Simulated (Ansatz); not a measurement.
# B$_{3}$N$_{2}$: geometry relaxation (part 1 of 2)

The run: geometry relaxation of B$_{3}$N$_{2}$ (5 atoms in the cell). Method and program: DFT PBE, scalar-relativistic, plane waves, PAW, no spin polarisation (Ansatz 0.2.0).

The structure was made by a generator, so it may or may not be a known phase. Figures and captions count atoms from 1; the log counts them from 0 in places.

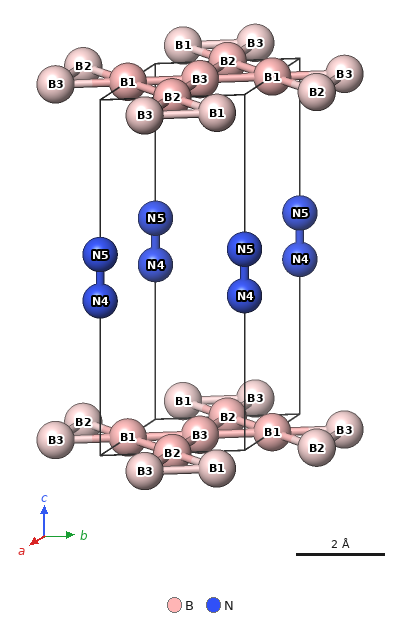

Fig. 1: The structure as given in the input (ball-and-stick view of the cell of the calculation, seen slightly off an axis; neighbours outside the cell are drawn fainter; atoms are numbered from 1 in the order of the input). An atom can appear more than once, as a periodic image. Near neighbours in the periodic cell (some may lie outside the picture): B has 4 B at 1.67 Å; N has 1 N at 1.10 Å.

The input
```yaml
crystal:
  lattice:
    - [3.3332242036, 0.0, 0.0]
    - [-1.6666121018, 2.8866568369, 0.0]
    - [0.0, 0.0, 8.4460012247]
  atoms:
    - { symbol: B, position: [0.5, 0.0, 0.0] }
    - { symbol: B, position: [0.0, 0.5, 0.0] }
    - { symbol: B, position: [0.5, 0.5, 0.0] }
    - { symbol: "N", position: [0.0, 0.0, 0.4347696563] }
    - { symbol: "N", position: [0.0, 0.0, 0.5652303437] }
basis:
  ecutwfc: 420
kpoints:
  mp_grid: { grid: [12, 12, 6] }
hamiltonian:
  xc: pbe
scf:
  occupations: { method: gaussian, width: 0.1 }
output:
  forces: true
  stress: true
  eigenvalues: true
  write_density: true
  write_potential: true
  elf: true
  volumetric_format: npy
relax:
  adjacent_minimum: "off"
  f_tol: 0.01
  max_steps: 80
  cell: { stress_tol: 0.05 }
```

Launched with:
```bash
ansatz run input.yaml --threads 1 --pin off --max-ram 2560MiB --backend cpu --events-out ev --progress --plain --runs-dir out
```

What the program printed
```
Engine: ansatz 0.2.0, x86_64-unknown-linux-gnu
Pseudopotentials: kind: paw
Pseudopotential: B, paw, valence charge 3, recommended cutoff 420 eV (normal), B.paw.azcp
Pseudopotential: N, paw, valence charge 5, recommended cutoff 420 eV (normal), N.paw.azcp
Functional definition: PBE
  parameter kappa = 0.804
  parameter beta = 0.06672455060314922
  exchange = pbe_x(kappa = kappa, mu = beta*pi^2/3)
  correlation = pbe_c(beta = beta)
Crystal: 5 atoms, lattice volume = 81.266 Å³
Basis set: ecut = 420 eV, 1613 PW (Γ), exchange–correlation on 48×48×120 points (8 copies of the dense FFT grid, shifted against one another)
Bands: 15, of which v1, the nominal top of the filled ones, is band 10 counted from 1 (9 counted from 0)
Symmetry: 24 space group operations
Space group: P6/mmm (ITA 191), of the structure as read, at distance tolerance 4.3e-5 Å
k-points: 76 of 864
Non-local potential: B, projectors of the file, l = 0: 2, l = 1: 2, l = 2: 1
Non-local potential: N, projectors of the file, l = 0: 2, l = 1: 2, l = 2: 1
PAW form: soft (Blöchl's): semilocal exchange-correlation on the pseudo side does not see the compensation charge
PAW one-centre angular grid: B, 110 points (default); XC on 64 Gauss nodes
PAW one-centre angular grid: N, 110 points (default); XC on 64 Gauss nodes
Initial density: superposition of atomic densities (neutral atoms: chi_scale 0, normalization atom), corrected by the library's trained network
Initial wavefunctions: pseudopotential atomic-orbital guess
Functional: x = pbe(κ = 0.804, μ = 0.2195149727645171), c = pbe(β = 0.06672455060314922)
SCF iter   1: F=—  HF=-1232.947624 eV  |F-HF|=—  |Δ(HF+E_count)|=         —  Δρ=9.02e-3  dr2=6.65e-2  ethr=1.77e-3  ⟨swp⟩=5.9  Hψ=6554  notcnv=0
preconditioner: auto → LDOS  [metal: Δε(μ)=0.092 eV  Ē_g=10.175 eV  σ=0.100 eV  W_gap=0.48  n_scr=4 (ndim 8)  ℏωp=17.0 eV  f_vac=0.143  D(μ)=2.22/eV (n_scr^D=10)  β→1.0]
SCF iter   2: F=—  HF=-1232.929164 eV  |F-HF|=—  |Δ(HF+E_count)|=   1.85e-2  Δρ=3.82e-3  dr2=8.29e-3  ethr=3.50e-4  ⟨swp⟩=2.1  Hψ=2662  notcnv=0  defer=94
SCF iter   3: F=—  HF=-1232.928919 eV  |F-HF|=—  |Δ(HF+E_count)|=   2.45e-4  Δρ=1.63e-3  dr2=1.65e-3  ethr=4.36e-5  ⟨swp⟩=2.0  Hψ=2129  notcnv=0  defer=94
SCF iter   4: F=—  HF=-1232.928511 eV  |F-HF|=—  |Δ(HF+E_count)|=   4.08e-4  Δρ=4.24e-4  dr2=9.62e-5  ethr=8.71e-6  ⟨swp⟩=2.1  Hψ=1940  notcnv=0  defer=93
SCF iter   5: F=—  HF=-1232.928512 eV  |F-HF|=—  |Δ(HF+E_count)|=   8.69e-7  Δρ=1.07e-4  dr2=5.53e-6  ethr=5.07e-7  ⟨swp⟩=2.2  Hψ=1592  notcnv=0  defer=93
SCF iter   6: F=-1232.928513 eV  HF=-1232.928513 eV  |F-HF|=9.74e-9  |Δ(HF+E_count)|=   7.77e-7  Δρ=1.34e-5  dr2=9.79e-8  ethr=5.26e-10  ⟨swp⟩=13.1  Hψ=9455  notcnv=0
SCF 1 converged in 6 iterations: F = -1232.928513 eV  dr2 = 9.79e-8
  greatest PAW one-centre occupation: 0.857 electrons in one spin orbital (limit 2), on the N atom at site 4 (counted from 0), in its partial waves of l = 0
relax step   1: F+E_penalty+E_count = -1232.92851275 eV  Δ(F+E_penalty+E_count) = +0.000e0 eV  max|allowed force component| = 2.302e-2 eV/Å  Δτ_max = 0.0000 Å  P = +0.214 GPa  Ω = 81.266 Å³  (6 SCF iters, dr2 threshold 1.00e-7 eV, accepted)
Crystal: 5 atoms, lattice volume = 82.105 Å³
Initial density: handed on by an earlier stage of this run
Initial wavefunctions: those handed on with the density
iter 1 solved again at ethr=1.60e-5 eV; its pass at ethr=3.10e-3 eV (dr2=3.04e-3 eV) is discarded
SCF iter   1: F=—  HF=-1232.929467 eV  |F-HF|=—  |Δ(HF+E_count)|=         —  Δρ=1.79e-3  dr2=2.68e-3  ethr=1.60e-5  ⟨swp⟩=2.1  Hψ=7091  notcnv=0
preconditioner: auto → LDOS  [metal: Δε(μ)=0.008 eV  Ē_g=10.235 eV  σ=0.100 eV  W_gap=0.05  n_scr=4 (ndim 8)  ℏωp=16.9 eV  f_vac=0.160  D(μ)=3.12/eV (n_scr^D=24)  β→1.0]
SCF iter   2: F=—  HF=-1232.928480 eV  |F-HF|=—  |Δ(HF+E_count)|=   9.87e-4  Δρ=4.75e-4  dr2=1.82e-4  ethr=1.41e-5  ⟨swp⟩=2.9  Hψ=1855  notcnv=0
SCF iter   3: F=—  HF=-1232.928466 eV  |F-HF|=—  |Δ(HF+E_count)|=   1.47e-5  Δρ=2.18e-4  dr2=4.04e-5  ethr=9.60e-7  ⟨swp⟩=2.3  Hψ=1712  notcnv=0
SCF iter   4: F=—  HF=-1232.928459 eV  |F-HF|=—  |Δ(HF+E_count)|=   6.54e-6  Δρ=8.25e-5  dr2=5.48e-6  ethr=2.13e-7  ⟨swp⟩=2.0  Hψ=1748  notcnv=0
SCF iter   5: F=-1232.928458 eV  HF=-1232.928458 eV  |F-HF|=9.81e-8  |Δ(HF+E_count)|=   1.12e-6  Δρ=1.47e-5  dr2=1.26e-7  ethr=2.27e-9  ⟨swp⟩=9.6  Hψ=8821  notcnv=0
SCF 2 converged in 5 iterations: F = -1232.928458 eV  dr2 = 1.26e-7
[... from here on the iterations of each SCF are left out, up to the last one ...]
relax step   2: F+E_penalty+E_count = -1232.92845823 eV  Δ(F+E_penalty+E_count) = +5.452e-5 eV  max|allowed force component| = 7.083e-3 eV/Å  Δτ_max = 0.0053 Å  P = +0.126 GPa  Ω = 82.105 Å³  energy of the carried Pulay correction = -1.641e-3 eV  (5 SCF iters, dr2 threshold 4.32e-7 eV, accepted)
Crystal: 5 atoms, lattice volume = 84.146 Å³
Basis set: ecut = 420 eV, 1685 PW (Γ), exchange–correlation on 48×48×120 points (8 copies of the dense FFT grid, shifted against one another)
preconditioner: auto → LDOS  [insulator: Δε(μ)=0.285 eV  Ē_g=10.229 eV  σ=0.100 eV  W_gap=0.60  n_scr=4 (ndim 8)  ℏωp=16.7 eV  f_vac=0.197  D(μ)=3.23/eV (n_scr^D=36)  ε∞_Penn≈3.7  β→1.0]
SCF 3 converged in 6 iterations: F = -1232.926011 eV  dr2 = 3.35e-8
relax step   3: F+E_penalty+E_count = -1232.92601105 eV  Δ(F+E_penalty+E_count) = +2.447e-3 eV  max|allowed force component| = 1.337e-1 eV/Å  Δτ_max = 0.0133 Å  P = +0.051 GPa  Ω = 84.146 Å³  energy of the carried Pulay correction = -5.568e-3 eV  (6 SCF iters, dr2 threshold 1.91e-7 eV, accepted)
Crystal: 5 atoms, lattice volume = 83.992 Å³
preconditioner: auto → LDOS  [metal: Δε(μ)=0.006 eV  Ē_g=10.206 eV  σ=0.100 eV  W_gap=0.03  n_scr=4 (ndim 8)  ℏωp=16.7 eV  f_vac=0.177  D(μ)=2.91/eV (n_scr^D=24)  β→1.0]
SCF 4 converged in 4 iterations: F = -1232.926353 eV  dr2 = 2.76e-7
relax step   4: F+E_penalty+E_count = -1232.92635350 eV  Δ(F+E_penalty+E_count) = -3.425e-4 eV  max|allowed force component| = 8.606e-2 eV/Å  Δτ_max = 0.0016 Å  P = -0.075 GPa  Ω = 83.992 Å³  energy of the carried Pulay correction = -5.274e-3 eV  (4 SCF iters, dr2 threshold 5.00e-7 eV, accepted)
preconditioner: auto → LDOS  [metal: Δε(μ)=0.011 eV  Ē_g=10.215 eV  σ=0.100 eV  W_gap=0.06  n_scr=4 (ndim 8)  ℏωp=16.7 eV  f_vac=0.178  D(μ)=2.95/eV (n_scr^D=24)  β→1.0]
SCF 5 converged in 3 iterations: F = -1232.926379 eV  dr2 = 4.58e-8
relax step   5: F+E_penalty+E_count = -1232.92637923 eV  Δ(F+E_penalty+E_count) = -2.574e-5 eV  max|allowed force component| = 2.031e-3 eV/Å  Δτ_max = 0.0003 Å  P = -0.010 GPa  Ω = 83.992 Å³  energy of the carried Pulay correction = -5.275e-3 eV  (3 SCF iters, dr2 threshold 4.63e-7 eV, accepted)
Initial wavefunctions: pseudopotential atomic-orbital guess (no wavefunctions were taken with the density)
SCF 6 converged in 6 iterations: F = -1232.932533 eV  dr2 = 7.56e-12
relax step   6: F+E_penalty+E_count = -1232.93253317 eV  Δ(F+E_penalty+E_count) = -6.154e-3 eV  max|allowed force component| = 7.273e-3 eV/Å  Δτ_max = 0.0000 Å  P = +0.108 GPa  Ω = 83.992 Å³  stress off target by 1.90e-1 GPa  SCF on the basis re-selected at this cell (its energy is not comparable with the rows above)  (6 SCF iters)
basis re-selected at this cell: Δ(F+E_penalty+E_count) = -6.154e-3 eV, ΔP = +0.118 GPa vs the last step (what re-selecting the basis moved, of the pressure what is left beyond the Pulay correction that the steps carried, after the strain that the cell walked since its last selection, with what the two solves' SCF thresholds leave and, on support functions, any second-order correction that the steps lacked; it is no measure of the basis error at this ecutwfc). This SCF's stress stands 1.90e-1 GPa from its target on what of the cell is left free (relax.cell.stress_tol is 5.00e-2 GPa) and its largest allowed force component is 7.27e-3 eV/Å (relax.f_tol is 1.00e-2 eV/Å): not within both, so this SCF does not close the relaxation
Crystal: 5 atoms, lattice volume = 85.185 Å³
preconditioner: auto → LDOS  [insulator: Δε(μ)=0.262 eV  Ē_g=10.217 eV  σ=0.100 eV  W_gap=0.52  n_scr=4 (ndim 8)  ℏωp=16.6 eV  f_vac=0.207  D(μ)=3.14/eV (n_scr^D=24)  ε∞_Penn≈3.6  β→1.0]
SCF 7 converged in 6 iterations: F = -1232.931457 eV  dr2 = 9.38e-9
relax step   7: F+E_penalty+E_count = -1232.93145740 eV  Δ(F+E_penalty+E_count) = +1.076e-3 eV  max|allowed force component| = 3.676e-2 eV/Å  Δτ_max = 0.0074 Å  P = +0.072 GPa  Ω = 85.185 Å³  energy of the carried Pulay correction = -1.990e-3 eV  (6 SCF iters, dr2 threshold 9.01e-8 eV, accepted)
Crystal: 5 atoms, lattice volume = 86.078 Å³
preconditioner: auto → LDOS  [metal: Δε(μ)=0.005 eV  Ē_g=10.207 eV  σ=0.100 eV  W_gap=0.03  n_scr=6 (ndim 8)  ℏωp=16.5 eV  f_vac=0.211  D(μ)=3.09/eV (n_scr^D=24)  β→1.0]
SCF 8 converged in 6 iterations: F = -1232.930061 eV  dr2 = 5.47e-9
relax step   8: F+E_penalty+E_count = -1232.93006072 eV  Δ(F+E_penalty+E_count) = +1.397e-3 eV  max|allowed force component| = 3.539e-2 eV/Å  Δτ_max = 0.0053 Å  P = +0.022 GPa  Ω = 86.078 Å³  energy of the carried Pulay correction = -3.581e-3 eV  (6 SCF iters, dr2 threshold 8.45e-8 eV, accepted)
Crystal: 5 atoms, lattice volume = 86.037 Å³
preconditioner: auto → LDOS  [metal: Δε(μ)=0.039 eV  Ē_g=10.193 eV  σ=0.100 eV  W_gap=0.21  n_scr=6 (ndim 8)  ℏωp=16.5 eV  f_vac=0.209  D(μ)=2.91/eV (n_scr^D=24)  β→1.0]
SCF 9 converged in 4 iterations: F = -1232.930140 eV  dr2 = 1.91e-8
relax step   9: F+E_penalty+E_count = -1232.93013998 eV  Δ(F+E_penalty+E_count) = -7.926e-5 eV  max|allowed force component| = 1.009e-2 eV/Å  Δτ_max = 0.0004 Å  P = -0.008 GPa  Ω = 86.037 Å³  energy of the carried Pulay correction = -3.506e-3 eV  (4 SCF iters, dr2 threshold 7.83e-8 eV, accepted)
Crystal: 5 atoms, lattice volume = 86.021 Å³
preconditioner: auto → LDOS  [metal: Δε(μ)=0.038 eV  Ē_g=10.194 eV  σ=0.100 eV  W_gap=0.20  n_scr=6 (ndim 8)  ℏωp=16.5 eV  f_vac=0.209  D(μ)=2.91/eV (n_scr^D=24)  β→1.0]
SCF 10 converged in 4 iterations: F = -1232.930169 eV  dr2 = 3.32e-9
relax step  10: F+E_penalty+E_count = -1232.93016937 eV  Δ(F+E_penalty+E_count) = -2.939e-5 eV  max|allowed force component| = 2.734e-6 eV/Å  Δτ_max = 0.0001 Å  P = +0.000 GPa  Ω = 86.021 Å³  energy of the carried Pulay correction = -3.478e-3 eV  (4 SCF iters, dr2 threshold 6.36e-9 eV, accepted)
preconditioner: auto → LDOS  [metal: Δε(μ)=0.038 eV  Ē_g=10.194 eV  σ=0.100 eV  W_gap=0.20  n_scr=6 (ndim 8)  ℏωp=16.5 eV  f_vac=0.210  D(μ)=2.92/eV (n_scr^D=24)  β→1.0]
SCF 11 converged in 6 iterations: F = -1232.934198 eV  dr2 = 4.49e-12
relax step  11: F+E_penalty+E_count = -1232.93419817 eV  Δ(F+E_penalty+E_count) = -4.029e-3 eV  max|allowed force component| = 5.818e-3 eV/Å  Δτ_max = 0.0000 Å  P = +0.035 GPa  Ω = 86.021 Å³  stress off target by 1.15e-1 GPa  SCF on the basis re-selected at this cell (its energy is not comparable with the rows above)  (6 SCF iters)
basis re-selected at this cell: Δ(F+E_penalty+E_count) = -4.029e-3 eV, ΔP = +0.035 GPa vs the last step (what re-selecting the basis moved, of the pressure what is left beyond the Pulay correction that the steps carried, after the strain that the cell walked since its last selection, with what the two solves' SCF thresholds leave and, on support functions, any second-order correction that the steps lacked; it is no measure of the basis error at this ecutwfc). This SCF's stress stands 1.15e-1 GPa from its target on what of the cell is left free (relax.cell.stress_tol is 5.00e-2 GPa) and its largest allowed force component is 5.82e-3 eV/Å (relax.f_tol is 1.00e-2 eV/Å): not within both, so this SCF does not close the relaxation
Crystal: 5 atoms, lattice volume = 87.080 Å³
Basis set: ecut = 420 eV, 1723 PW (Γ), exchange–correlation on 48×48×120 points (8 copies of the dense FFT grid, shifted against one another)
preconditioner: auto → LDOS  [insulator: Δε(μ)=0.257 eV  Ē_g=10.203 eV  σ=0.100 eV  W_gap=0.50  n_scr=6 (ndim 8)  ℏωp=16.4 eV  f_vac=0.217  D(μ)=3.10/eV (n_scr^D=24)  ε∞_Penn≈3.6  β→1.0]
SCF 12 converged in 6 iterations: F = -1232.932913 eV  dr2 = 8.36e-9
relax step  12: F+E_penalty+E_count = -1232.93291285 eV  Δ(F+E_penalty+E_count) = +1.285e-3 eV  max|allowed force component| = 3.283e-2 eV/Å  Δτ_max = 0.0063 Å  P = +0.029 GPa  Ω = 87.080 Å³  energy of the carried Pulay correction = -1.741e-3 eV  (6 SCF iters, dr2 threshold 3.33e-8 eV, accepted)
Crystal: 5 atoms, lattice volume = 87.422 Å³
preconditioner: auto → LDOS  [metal: Δε(μ)=0.004 eV  Ē_g=10.182 eV  σ=0.100 eV  W_gap=0.02  n_scr=6 (ndim 8)  ℏωp=16.4 eV  f_vac=0.218  D(μ)=2.98/eV (n_scr^D=24)  β→1.0]
SCF 13 converged in 5 iterations: F = -1232.932290 eV  dr2 = 2.53e-8
relax step  13: F+E_penalty+E_count = -1232.93228958 eV  Δ(F+E_penalty+E_count) = +6.233e-4 eV  max|allowed force component| = 1.618e-1 eV/Å  Δτ_max = 0.0015 Å  P = -0.092 GPa  Ω = 87.422 Å³  energy of the carried Pulay correction = -2.330e-3 eV  (5 SCF iters, dr2 threshold 6.73e-8 eV, rejected (line search))
Crystal: 5 atoms, lattice volume = 87.252 Å³
preconditioner: auto → LDOS  [metal: Δε(μ)=0.045 eV  Ē_g=10.187 eV  σ=0.100 eV  W_gap=0.24  n_scr=6 (ndim 8)  ℏωp=16.4 eV  f_vac=0.214  D(μ)=2.87/eV (n_scr^D=24)  β→1.0]
SCF 14 converged in 7 iterations: F = -1232.932656 eV  dr2 = 1.36e-11
relax step  14: F+E_penalty+E_count = -1232.93265577 eV  Δ(F+E_penalty+E_count) = +2.571e-4 eV  max|allowed force component| = 9.881e-4 eV/Å  Δτ_max = 0.0009 Å  P = +0.009 GPa  Ω = 87.252 Å³  energy of the carried Pulay correction = -2.036e-3 eV  (7 SCF iters, accepted)
Crystal: 5 atoms, lattice volume = 87.630 Å³
preconditioner: auto → LDOS  [metal: Δε(μ)=0.003 eV  Ē_g=10.188 eV  σ=0.100 eV  W_gap=0.02  n_scr=6 (ndim 8)  ℏωp=16.4 eV  f_vac=0.218  D(μ)=2.98/eV (n_scr^D=24)  β→1.0]
SCF 15 converged in 7 iterations: F = -1232.932012 eV  dr2 = 3.01e-11
relax step  15: F+E_penalty+E_count = -1232.93201170 eV  Δ(F+E_penalty+E_count) = +6.441e-4 eV  max|allowed force component| = 8.153e-3 eV/Å  Δτ_max = 0.0022 Å  P = +0.007 GPa  Ω = 87.630 Å³  energy of the carried Pulay correction = -2.709e-3 eV  (7 SCF iters, accepted)
Basis set: ecut = 420 eV, 1723 PW (Γ), exchange–correlation on 48×48×128 points (8 copies of the dense FFT grid, shifted against one another)
preconditioner: auto → LDOS  [metal: Δε(μ)=0.041 eV  Ē_g=10.185 eV  σ=0.100 eV  W_gap=0.22  n_scr=6 (ndim 8)  ℏωp=16.4 eV  f_vac=0.216  D(μ)=2.90/eV (n_scr^D=24)  β→1.0]
SCF 16 converged in 6 iterations: F = -1232.934947 eV  dr2 = 1.96e-12
relax step  16: F+E_penalty+E_count = -1232.93494708 eV  Δ(F+E_penalty+E_count) = -2.935e-3 eV  max|allowed force component| = 1.255e-2 eV/Å  Δτ_max = 0.0000 Å  P = +0.016 GPa  Ω = 87.630 Å³  stress off target by 8.41e-2 GPa  SCF on the basis re-selected at this cell (its energy is not comparable with the rows above)  (6 SCF iters)
basis re-selected at this cell: Δ(F+E_penalty+E_count) = -2.935e-3 eV, ΔP = +0.009 GPa vs the last step (what re-selecting the basis moved, of the pressure what is left beyond the Pulay correction that the steps carried, after the strain that the cell walked since its last selection, with what the two solves' SCF thresholds leave and, on support functions, any second-order correction that the steps lacked; it is no measure of the basis error at this ecutwfc). The dense FFT grid was sized anew with the basis: this SCF ran on 24×24×64 points, the steps before it on 24×24×60, so part of this shift can come from that change (see relax.cell in the input reference). This SCF's stress stands 8.41e-2 GPa from its target on what of the cell is left free (relax.cell.stress_tol is 5.00e-2 GPa) and its largest allowed force component is 1.26e-2 eV/Å (relax.f_tol is 1.00e-2 eV/Å): not within both, so this SCF does not close the relaxation
Crystal: 5 atoms, lattice volume = 88.467 Å³
Basis set: ecut = 420 eV, 1747 PW (Γ), exchange–correlation on 48×48×128 points (8 copies of the dense FFT grid, shifted against one another)
preconditioner: auto → LDOS  [metal: Δε(μ)=0.003 eV  Ē_g=10.192 eV  σ=0.100 eV  W_gap=0.02  n_scr=6 (ndim 8)  ℏωp=16.3 eV  f_vac=0.223  D(μ)=3.06/eV (n_scr^D=24)  β→1.0]
SCF 17 converged in 6 iterations: F = -1232.933803 eV  dr2 = 4.47e-9
relax step  17: F+E_penalty+E_count = -1232.93380338 eV  Δ(F+E_penalty+E_count) = +1.144e-3 eV  max|allowed force component| = 1.922e-2 eV/Å  Δτ_max = 0.0049 Å  P = +0.015 GPa  Ω = 88.467 Å³  energy of the carried Pulay correction = -1.332e-3 eV  (6 SCF iters, dr2 threshold 1.77e-8 eV, accepted)
Crystal: 5 atoms, lattice volume = 88.574 Å³
preconditioner: auto → LDOS  [metal: Δε(μ)=0.040 eV  Ē_g=10.179 eV  σ=0.100 eV  W_gap=0.22  n_scr=6 (ndim 8)  ℏωp=16.3 eV  f_vac=0.222  D(μ)=2.92/eV (n_scr^D=24)  β→1.0]
SCF 18 converged in 5 iterations: F = -1232.933630 eV  dr2 = 1.78e-9
relax step  18: F+E_penalty+E_count = -1232.93362977 eV  Δ(F+E_penalty+E_count) = +1.736e-4 eV  max|allowed force component| = 3.496e-2 eV/Å  Δτ_max = 0.0005 Å  P = -0.019 GPa  Ω = 88.574 Å³  energy of the carried Pulay correction = -1.509e-3 eV  (5 SCF iters, dr2 threshold 2.31e-8 eV, accepted)
Crystal: 5 atoms, lattice volume = 88.695 Å³
preconditioner: auto → LDOS  [metal: Δε(μ)=0.040 eV  Ē_g=10.180 eV  σ=0.100 eV  W_gap=0.22  n_scr=6 (ndim 8)  ℏωp=16.3 eV  f_vac=0.223  D(μ)=2.92/eV (n_scr^D=24)  β→1.0]
SCF 19 converged in 5 iterations: F = -1232.933431 eV  dr2 = 2.54e-9
relax step  19: F+E_penalty+E_count = -1232.93343103 eV  Δ(F+E_penalty+E_count) = +1.987e-4 eV  max|allowed force component| = 1.614e-3 eV/Å  Δτ_max = 0.0008 Å  P = +0.002 GPa  Ω = 88.695 Å³  energy of the carried Pulay correction = -1.714e-3 eV  (5 SCF iters, dr2 threshold 7.64e-8 eV, accepted)
iter 1 solved again at ethr=4.66e-8 eV; its pass at ethr=3.10e-3 eV (dr2=8.85e-6 eV) is discarded
SCF iter   1: F=—  HF=-1232.935290 eV  |F-HF|=—  |Δ(HF+E_count)|=         —  Δρ=6.90e-5  dr2=4.09e-7  ethr=4.66e-8  ⟨swp⟩=3.7  Hψ=9844  notcnv=0
preconditioner: auto → LDOS  [metal: Δε(μ)=0.043 eV  Ē_g=10.179 eV  σ=0.100 eV  W_gap=0.23  n_scr=6 (ndim 8)  ℏωp=16.3 eV  f_vac=0.223  D(μ)=2.90/eV (n_scr^D=24)  β→1.0]
SCF iter   2: F=—  HF=-1232.935272 eV  |F-HF|=—  |Δ(HF+E_count)|=   1.86e-5  Δρ=8.72e-6  dr2=4.75e-8  ethr=2.15e-9  ⟨swp⟩=2.0  Hψ=1859  notcnv=0
SCF iter   3: F=—  HF=-1232.935272 eV  |F-HF|=—  |Δ(HF+E_count)|=  1.62e-10  Δρ=3.94e-6  dr2=1.34e-8  ethr=2.50e-10  ⟨swp⟩=2.0  Hψ=1688  notcnv=0
SCF iter   4: F=—  HF=-1232.935272 eV  |F-HF|=—  |Δ(HF+E_count)|=   3.34e-9  Δρ=1.05e-6  dr2=9.03e-10  ethr=7.07e-11  ⟨swp⟩=2.0  Hψ=1534  notcnv=0
SCF iter   5: F=-1232.935272 eV  HF=-1232.935272 eV  |F-HF|=1.61e-11  |Δ(HF+E_count)|=  1.89e-10  Δρ=2.17e-7  dr2=4.10e-11  ethr=1.00e-12  ⟨swp⟩=6.4  Hψ=6441  notcnv=0
SCF 20 converged in 5 iterations: F = -1232.935272 eV  dr2 = 4.10e-11
relax step  20: F+E_penalty+E_count = -1232.93527166 eV  Δ(F+E_penalty+E_count) = -1.841e-3 eV  max|allowed force component| = 4.575e-3 eV/Å  Δτ_max = 0.0000 Å  P = +0.006 GPa  Ω = 88.695 Å³  stress off target by 4.38e-2 GPa  SCF on the basis re-selected at this cell (its energy is not comparable with the rows above)  (5 SCF iters)
```
